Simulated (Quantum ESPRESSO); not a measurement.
# H on fcc sites of Cu(111): a series in the coverage, part 2 of 8

Aim: how the results for H on fcc sites of Cu(111) change with the coverage.

Quantum ESPRESSO 7.5; plane-wave DFT, PBE, GBRV ultrasoft pseudopotentials.

So far. Step 2 (Variable-cell relaxation of the reference):  The last row is no step: it is a fresh SCF in the final cell with a new plane-wave basis, -1 meV from the row before.

## 4. Relaxing the ions of the reference

The free molecule gives the reference for adsorption energies.

System of this step: H₂ molecule in a box. The cell holds 2 atoms: 2 H. Its edges and angles: a = 11.000 Å, b = 11.500 Å, c = 13.000 Å, α = 90.0°, β = 90.0°, γ = 90.0°. Vacuum lies along a, b and c.

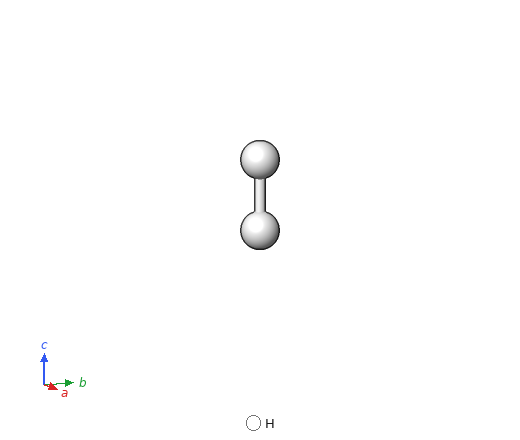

The cell of this step (hydrogen white).

Contents of ref.gas.in:

```
&control
  prefix = 'ref.gas'
  outdir = './out'
  pseudo_dir = './pseudo'
  nstep = 40
  forc_conv_thr = 0.001
  calculation = 'relax'
/
&system
  ibrav = 0
  nat = 2
  ntyp = 1
  ecutwfc = 40
  ecutrho = 200
  occupations = 'smearing'
  smearing = 'gaussian'
  degauss = 0.002
/
&electrons
  conv_thr = 1e-07
  mixing_beta = 0.4
  electron_maxstep = 120
/
&ions
/
ATOMIC_SPECIES
  H   1.0080  h_pbe_v1.4.uspp.F.UPF
CELL_PARAMETERS angstrom
  11.00000000000000 0.00000000000000 0.00000000000000
  0.00000000000000 11.50000000000000 0.00000000000000
  0.00000000000000 0.00000000000000 13.00000000000000
ATOMIC_POSITIONS crystal
  H   0.500000000000 0.500000000000 0.471153846154
  H   0.500000000000 0.500000000000 0.528846153846
K_POINTS automatic
  1 1 1 0 0 0
```

Command:

```
$ OMP_NUM_THREADS=1 mpirun -n 8 pw.x -nk 1 -in ref.gas.in > ref.gas.out
```

The program printed:

```text
[banner, memory and clock lines left out]
Program PWSCF v.7.5 starts

          URL

     Message from routine setup:
     using ibrav=0 with symmetry is DISCOURAGED, use correct ibrav instead

     bravais-lattice index     =            0
     lattice parameter (alat)  =      20.7870  a.u.
     unit-cell volume          =   11097.6361 (a.u.)^3
     number of atoms/cell      =            2
     number of atomic types    =            1
     number of electrons       =         2.00
     number of Kohn-Sham states=            5
     kinetic-energy cutoff     =      40.0000  Ry
     charge density cutoff     =     200.0000  Ry
     scf convergence threshold =      1.0E-07
     mixing beta               =       0.4000
     number of iterations used =            8  plain     mixing
     energy convergence thresh.=      1.0E-04
     force convergence thresh. =      1.0E-03
     Exchange-correlation=  SLA  PW   PBX  PBC
                           (   1   4   3   4   0   0   0)
     nstep                     =           40

     celldm(1)=  20.786987  celldm(2)=   0.000000  celldm(3)=   0.000000
     celldm(4)=   0.000000  celldm(5)=   0.000000  celldm(6)=   0.000000

     crystal axes: (cart. coord. in units of alat)
               a(1) = (   1.000000   0.000000   0.000000 )
               a(2) = (   0.000000   1.045455   0.000000 )
               a(3) = (   0.000000   0.000000   1.181818 )

     reciprocal axes: (cart. coord. in units 2 pi/alat)
               b(1) = (  1.000000  0.000000  0.000000 )
               b(2) = (  0.000000  0.956522  0.000000 )
               b(3) = (  0.000000  0.000000  0.846154 )

     PseudoPot. # 1 for H  read from file:
     ./pseudo/h_pbe_v1.4.uspp.F.UPF
     Pseudo is Ultrasoft, Zval =  1.0
     Generated by new atomic code, or converted to UPF format
     Using radial grid of  615 points,  2 beta functions with:
                l(1) =   0
                l(2) =   0
     Q(r) pseudized with  8 coefficients,  rinner =    0.700

     atomic species   valence    mass     pseudopotential
     H                 1.00     1.00800     H ( 1.00)

      8 Sym. Ops., with inversion, found

   Cartesian axes

     site n.     atom                  positions (alat units)
         1        H      tau(   1) = (   0.5000000   0.5227273   0.5568182  )
         2        H      tau(   2) = (   0.5000000   0.5227273   0.6250000  )

     number of k points=     1  Gaussian smearing, width (Ry)=  0.0020
                       cart. coord. in units 2pi/alat
        k(    1) = (   0.0000000   0.0000000   0.0000000), wk =   2.0000000

     Dense  grid:   530123 G-vectors     FFT dimensions: (  96, 100, 120)

     Smooth grid:   379275 G-vectors     FFT dimensions: (  90,  90, 100)

     Initial potential from superposition of free atoms

     starting charge       2.0000, renormalised to       2.0000

     negative rho (up, down):  3.734E-04 0.000E+00
     Starting wfcs are    2 randomized atomic wfcs +    3 random wfcs

     per-process dynamical memory:    35.8 Mb

     Self-consistent Calculation

     iteration #  1     ecut=    40.00 Ry     beta= 0.40
     Davidson diagonalization with overlap
     ethr =  1.00E-02,  avg # of iterations =  7.0

     negative rho (up, down):  6.838E-04 0.000E+00

     total energy              =      -2.33997425 Ry
     estimated scf accuracy    <       0.11157300 Ry

     iteration #  2     ecut=    40.00 Ry     beta= 0.40
     Davidson diagonalization with overlap
     ethr =  5.58E-03,  avg # of iterations =  1.0

     negative rho (up, down):  9.464E-04 0.000E+00

     total energy              =      -2.32678152 Ry
     estimated scf accuracy    <       0.02747679 Ry

     iteration #  3     ecut=    40.00 Ry     beta= 0.40
     Davidson diagonalization with overlap
     ethr =  1.37E-03,  avg # of iterations =  2.0

     negative rho (up, down):  1.041E-03 0.000E+00

     total energy              =      -2.33004934 Ry
     estimated scf accuracy    <       0.00009245 Ry

     iteration #  4     ecut=    40.00 Ry     beta= 0.40
     Davidson diagonalization with overlap
     c_bands:  3 eigenvalues not converged
     ethr =  4.62E-06,  avg # of iterations = 20.0

     negative rho (up, down):  1.119E-03 0.000E+00

     total energy              =      -2.33004564 Ry
     estimated scf accuracy    <       0.00007876 Ry

     iteration #  5     ecut=    40.00 Ry     beta= 0.40
     Davidson diagonalization with overlap
     ethr =  3.94E-06,  avg # of iterations = 19.0

     negative rho (up, down):  1.200E-03 0.000E+00

     End of self-consistent calculation

          k = 0.0000 0.0000 0.0000 ( 47391 PWs)   bands (ev):

   -10.3230  -0.2758   0.1835   0.6295   0.7588

     the Fermi energy is    -4.7821 ev

!    total energy              =      -2.33005441 Ry
     estimated scf accuracy    <       0.00000002 Ry
     smearing contrib. (-TS)   =      -0.00000000 Ry
     internal energy E=F+TS    =      -2.33005441 Ry

     The total energy is F=E-TS. E is the sum of the following terms:
     one-electron contribution =      -3.97246732 Ry
     hartree contribution      =       2.10910713 Ry
     xc contribution           =      -1.37338711 Ry
     ewald contribution        =       0.90669289 Ry

     convergence has been achieved in   5 iterations

     Forces acting on atoms (cartesian axes, Ry/au):

     atom    1 type  1   force =     0.00000000    0.00000000   -0.01655911
     atom    2 type  1   force =     0.00000000    0.00000000    0.01655911

     Total force =     0.023418     Total SCF correction =     0.000018

     BFGS Geometry Optimization
     Energy error            =      5.5E-04 Ry
     Gradient error          =      1.7E-02 Ry/Bohr

     number of scf cycles    =   1
     number of bfgs steps    =   0

     energy             new  =      -2.3300544148 Ry

     new trust radius        =       0.0165591054 bohr
     new conv_thr            =       0.0000001000 Ry

ATOMIC_POSITIONS (crystal)
H                0.5000000000        0.5000000000        0.4704797922
H                0.5000000000        0.5000000000        0.5295202078

     XML data file
     NEW-OLD atomic charge density approx. for the potential

     negative rho (up, down):  1.193E-03 0.000E+00

     per-process dynamical memory:    37.5 Mb

     Self-consistent Calculation

     iteration #  1     ecut=    40.00 Ry     beta= 0.40
     Davidson diagonalization with overlap
     ethr =  1.00E-06,  avg # of iterations =  4.0

     negative rho (up, down):  1.181E-03 0.000E+00

     total energy              =      -2.33019166 Ry
     estimated scf accuracy    <       0.00007935 Ry

     iteration #  2     ecut=    40.00 Ry     beta= 0.40
     Davidson diagonalization with overlap
     ethr =  3.97E-06,  avg # of iterations =  1.0

     negative rho (up, down):  1.176E-03 0.000E+00

     total energy              =      -2.33018685 Ry
     estimated scf accuracy    <       0.00001830 Ry

     iteration #  3     ecut=    40.00 Ry     beta= 0.40
     Davidson diagonalization with overlap
     ethr =  9.15E-07,  avg # of iterations =  1.0

     negative rho (up, down):  1.175E-03 0.000E+00

     total energy              =      -2.33018884 Ry
     estimated scf accuracy    <       0.00000016 Ry

     iteration #  4     ecut=    40.00 Ry     beta= 0.40
     Davidson diagonalization with overlap
     ethr =  8.12E-09,  avg # of iterations =  2.0

     negative rho (up, down):  1.172E-03 0.000E+00

     End of self-consistent calculation

          k = 0.0000 0.0000 0.0000 ( 47391 PWs)   bands (ev):

   -10.2396  -0.2785   0.1439   0.6271   0.7521

     the Fermi energy is    -4.7437 ev

!    total energy              =      -2.33018886 Ry
     estimated scf accuracy    <          2.8E-09 Ry
     smearing contrib. (-TS)   =      -0.00000000 Ry
     internal energy E=F+TS    =      -2.33018886 Ry

     The total energy is F=E-TS. E is the sum of the following terms:
     one-electron contribution =      -3.92814510 Ry
     hartree contribution      =       2.08620672 Ry
     xc contribution           =      -1.36274280 Ry
     ewald contribution        =       0.87449232 Ry

     convergence has been achieved in   4 iterations

     Forces acting on atoms (cartesian axes, Ry/au):

     atom    1 type  1   force =     0.00000000    0.00000000    0.00803133
     atom    2 type  1   force =     0.00000000    0.00000000   -0.00803133

     Total force =     0.011358     Total SCF correction =     0.000016
     Energy error            =      1.3E-04 Ry
     Gradient error          =      8.0E-03 Ry/Bohr

     number of scf cycles    =   2
     number of bfgs steps    =   1

     energy             old  =      -2.3300544148 Ry
     energy             new  =      -2.3301888589 Ry

     CASE: energy            _new < energy            _old

     new trust radius        =       0.0054082671 bohr
     new conv_thr            =       0.0000000013 Ry

ATOMIC_POSITIONS (crystal)
H                0.5000000000        0.5000000000        0.4706999408
H                0.5000000000        0.5000000000        0.5293000592

     XML data file
     NEW-OLD atomic charge density approx. for the potential

     negative rho (up, down):  1.173E-03 0.000E+00

     per-process dynamical memory:    37.5 Mb

     Self-consistent Calculation

     iteration #  1     ecut=    40.00 Ry     beta= 0.40
     Davidson diagonalization with overlap
     ethr =  1.00E-06,  avg # of iterations =  2.0

     negative rho (up, down):  1.177E-03 0.000E+00

     total energy              =      -2.33023451 Ry
     estimated scf accuracy    <       0.00000801 Ry

     iteration #  2     ecut=    40.00 Ry     beta= 0.40
     Davidson diagonalization with overlap
     ethr =  4.01E-07,  avg # of iterations =  1.0

     negative rho (up, down):  1.179E-03 0.000E+00

     total energy              =      -2.33023381 Ry
     estimated scf accuracy    <       0.00000208 Ry

     iteration #  3     ecut=    40.00 Ry     beta= 0.40
     Davidson diagonalization with overlap
     ethr =  1.04E-07,  avg # of iterations =  2.0

     negative rho (up, down):  1.180E-03 0.000E+00

     total energy              =      -2.33023411 Ry
     estimated scf accuracy    <       0.00000003 Ry

     iteration #  4     ecut=    40.00 Ry     beta= 0.40
     Davidson diagonalization with overlap
     ethr =  1.30E-09,  avg # of iterations =  2.0

     negative rho (up, down):  1.181E-03 0.000E+00

     total energy              =      -2.33023410 Ry
     estimated scf accuracy    <       0.00000003 Ry

     iteration #  5     ecut=    40.00 Ry     beta= 0.40
     Davidson diagonalization with overlap
     ethr =  1.30E-09,  avg # of iterations =  2.0

     negative rho (up, down):  1.182E-03 0.000E+00

     End of self-consistent calculation

          k = 0.0000 0.0000 0.0000 ( 47391 PWs)   bands (ev):

   -10.2669  -0.2786   0.1570   0.6266   0.7532

     the Fermi energy is    -4.7568 ev

!    total energy              =      -2.33023409 Ry
     estimated scf accuracy    <          1.7E-11 Ry
     smearing contrib. (-TS)   =      -0.00000000 Ry
     internal energy E=F+TS    =      -2.33023409 Ry

     The total energy is F=E-TS. E is the sum of the following terms:
     one-electron contribution =      -3.94253312 Ry
     hartree contribution      =       2.09365823 Ry
     xc contribution           =      -1.36620527 Ry
     ewald contribution        =       0.88484607 Ry

     convergence has been achieved in   5 iterations

     Forces acting on atoms (cartesian axes, Ry/au):

     atom    1 type  1   force =     0.00000000    0.00000000    0.00029278
     atom    2 type  1   force =     0.00000000    0.00000000   -0.00029278

     Total force =     0.000414     Total SCF correction =     0.000001
     Energy error            =      4.5E-05 Ry
     Gradient error          =      2.9E-04 Ry/Bohr

     bfgs converged in   3 scf cycles and   2 bfgs steps
     (criteria: energy <  1.0E-04 Ry, force <  1.0E-03 Ry/Bohr)

     End of BFGS Geometry Optimization

     Final energy             =      -2.3302340935 Ry

     File ./out/ref.gas.bfgs deleted, as requested
Begin final coordinates

ATOMIC_POSITIONS (crystal)
H                0.5000000000        0.5000000000        0.4706999408
H                0.5000000000        0.5000000000        0.5293000592
End final coordinates

     XML data file, charge density, pseudopotentials, collected wavefunctions

                                        0.00s GPU  (      81 calls)
```

Run time: 3.7 s. Hardware: 8 MPI ranks of Arm Neoverse V1, shared host; peak memory 0.67 GiB.

Relaxation path:

| step | energy less that of the first step (eV) | largest force (eV/Å) |
| --- | --- | --- |
| 1 | 0.0000 | 0.4258 |
| 2 | -0.0018 | 0.2065 |
| 3 | -0.0024 | 0.0075 |

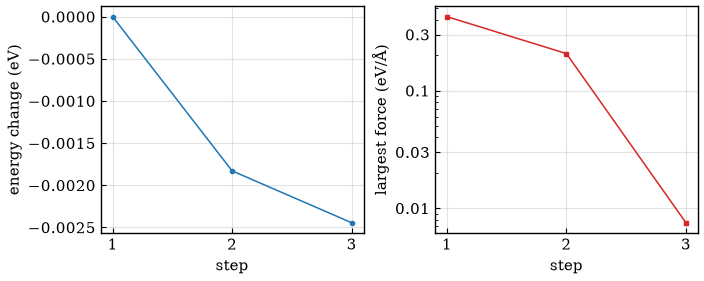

Energy and largest force along the relaxation.

Final coordinates:

```
H
1.0
    11.00000    0.00000    0.00000
     0.00000   11.50000    0.00000
     0.00000    0.00000   13.00000
H
2
Cartesian
  5.5000 5.7500 6.1191
  5.5000 5.7500 6.8809
```

The relaxation lowers the energy by 1 meV an atom.

Numbers from this step:

```
free energy  : -31.70 eV
Fermi energy : -4.757 eV
```

[end of part 2 of 8]

[Logs are printed without paths, hosts, clocks, repeated set-up lines and the standing remarks that a program may print on its own settings, such as how far it seeks lower states.]

[Hosts, paths, dates, database ids (printed as entryN), source tags and the programs' standing remarks are cut or masked in the printed files.]

[Maps of the electrostatic potential energy from Ansatz leave out the sawtooth potential of an applied field or a dipole correction, so their vacuum need not be flat; planar profiles and work functions include it.]
